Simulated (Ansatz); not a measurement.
A series of calculations on Si2W

## 1. Vibrations

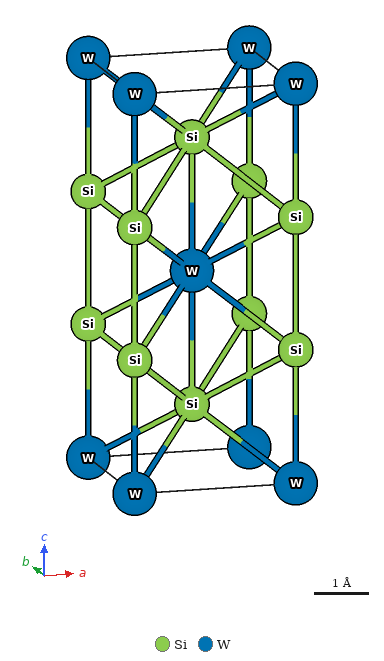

Phonons of crystalline Si₂W relaxed at 8 GPa, space group I4/mmm (No. 139), at the zone centre. Style: ball-and-stick. Shown: the conventional cell (2 times the calculation's cell), slightly off an axis. Lengths and directions refer to the drawn axes.

The calculation used DFT LDA, scalar-relativistic, plane waves, PAW in Ansatz 0.2.0. Set-up: plane-wave cutoff 420 eV; k-point mesh 18 × 18 × 18; occupations fermi dirac; smearing width 0.15 eV; target pressure 8 GPa; no spin polarisation.

The frequencies depend somewhat on the k-mesh and the smearing.

Question: List the optical modes.

Answer: The calculation's cell holds 3 atoms, so there are 6 optical modes, in 4 levels. The optical modes span E_u + A₂u + E_g + A₁g. No level is unstable.

```tsv
level	symmetry	frequency (cm⁻¹)	activity
1	E_u	282	infrared-active
2	A₂u	327	infrared-active
3	E_g	362	Raman-active
4	A₁g	467	Raman-active
```

The crystal is a metal, so free carriers screen the infrared response.

The displacement patterns (one member of each degenerate set):

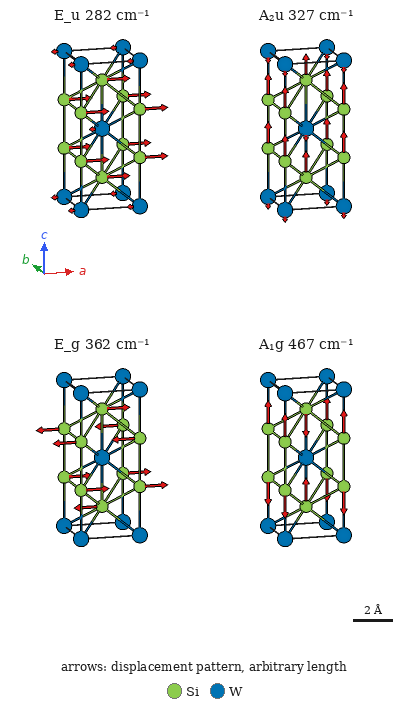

## 2. One mode

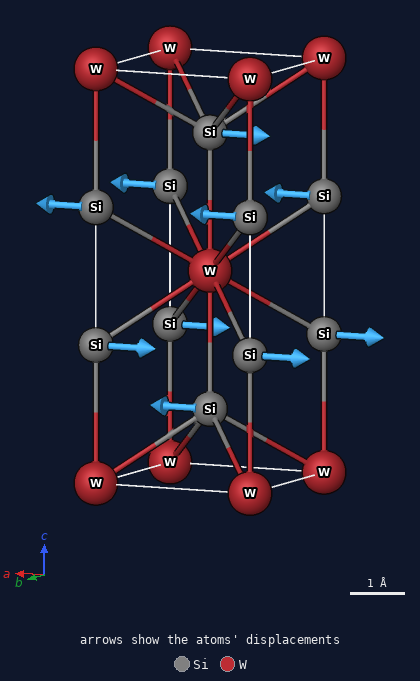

One vibrational mode of a crystal of Si2W relaxed at 11 GPa at the zone centre. The blue arrows are the displacements of the atoms (eigenvector over the root of the mass), of arbitrary overall length and sign. The picture is a ball-and-stick view of the conventional cell (2 times the calculation's cell), seen from a free direction. Lengths and directions refer to the drawn axes.

All numbers below come from Ansatz 0.2.0, DFT PBE, scalar-relativistic, plane waves, PAW. Set-up: plane-wave cutoff 420 eV; k-point mesh 18 × 18 × 18; occupations fermi dirac; smearing width 0.15 eV; target pressure 11 GPa; no spin polarisation.

The frequencies depend somewhat on the k-mesh and the smearing.

Q: Describe the mode and give its frequency.

A: This is the E_g mode (doubly degenerate; one member of the set is drawn) at 10.7 THz, optical level 3 of 4, counted from below, Raman-active by symmetry. The W atoms stay at rest; all motion is along a; atoms of one kind move against one another, with no net shift of their sublattice.

## 3. One mode

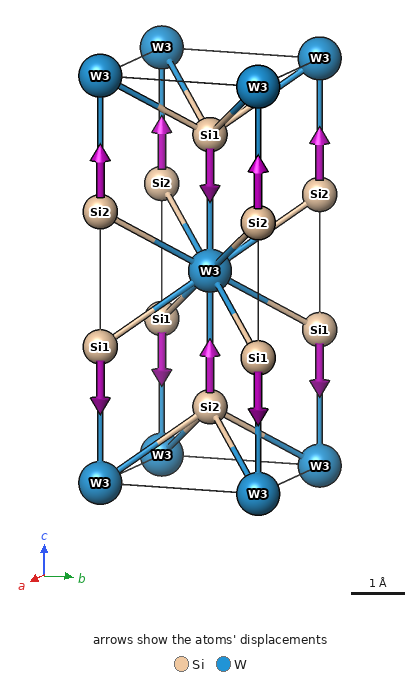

One vibrational mode of crystalline Si$_{2}$W relaxed at 5 GPa at the zone centre. Displacements are drawn as purple arrows; their common scale and sign are arbitrary. A ball-and-stick model of the conventional cell (2 times the calculation's cell), seen slightly off an axis. Lengths and directions refer to the drawn axes.

These are results of DFT PBE, scalar-relativistic, plane waves, PAW (Ansatz 0.2.0), not measurements. Settings: plane-wave cutoff 420 eV; k-point mesh 18 × 18 × 18; occupations fermi dirac; smearing width 0.15 eV; target pressure 5 GPa; no spin polarisation.

The frequencies depend somewhat on the k-mesh and the smearing.

Give the symmetry, activity and frequency of this mode.

Answer. This is the A₁g mode at 13.4 THz, the highest optical level, Raman-active by symmetry. The W atoms stay at rest; all motion is along c; atoms of one kind move against one another, with no net shift of their sublattice; it stretches the shortest Si–W bonds (2.61 Å).

## 4. Softest mode

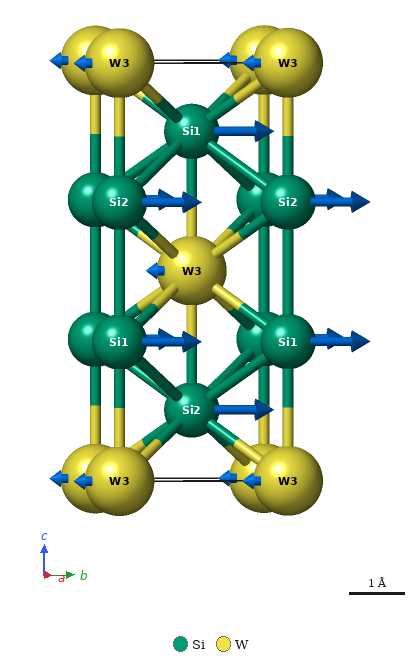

The lowest optical mode of crystalline Si2W relaxed at 22 GPa, space group I4/mmm (No. 139), at the zone centre. Displacements are drawn as blue arrows; their common scale and sign are arbitrary. A ball-and-stick model of the conventional cell (2 times the calculation's cell), seen from a free direction. Lengths and directions refer to the drawn axes.

Computed with DFT PBE, scalar-relativistic, plane waves, PAW in Ansatz.

Input file:
```yaml
crystal:
  lattice:
    - [-1.5662889642, 1.5662889642, 3.8431137768]
    - [1.5662889642, -1.5662889642, 3.8431137768]
    - [1.5662889642, 1.5662889642, -3.8431137768]
  atoms:
    - { symbol: Si, position: [0.3331693394, 0.3331693394, 0.0] }
    - { symbol: Si, position: [0.6668306606, 0.6668306606, 0.0] }
    - { symbol: W, position: [0.0, 0.0, 0.0] }
basis:
  ecutwfc: 420
kpoints:
  mp_grid: { grid: [18, 18, 18] }
hamiltonian:
  xc: pbe
scf:
  occupations: { method: fermi_dirac, width: 0.15 }
output:
  eigenvalues: true
phonons:
  method: dfpt
  eigenvectors: true
```

Launched with:
```bash
ansatz run input.yaml --threads 1 --pin off --max-ram 3072MiB --backend cpu --events-out ev --progress --plain --runs-dir out
```

The frequencies depend somewhat on the k-mesh and the smearing.

Is this crystal at a minimum with respect to the drawn distortion?

Answer. Yes: this softest mode has a real frequency, and so have all others here. That speaks for this wave vector alone: the rest of the zone wasn't checked in this run. This is the E_u mode (doubly degenerate; one member of the set is drawn) at 298 cm⁻¹, the lowest optical level, infrared-active by symmetry. The Si sublattice moves against the W sublattice, along b; the kinetic energy is shared as Si 77 %, W 23 %. The crystal is a metal, so free carriers screen the infrared response.
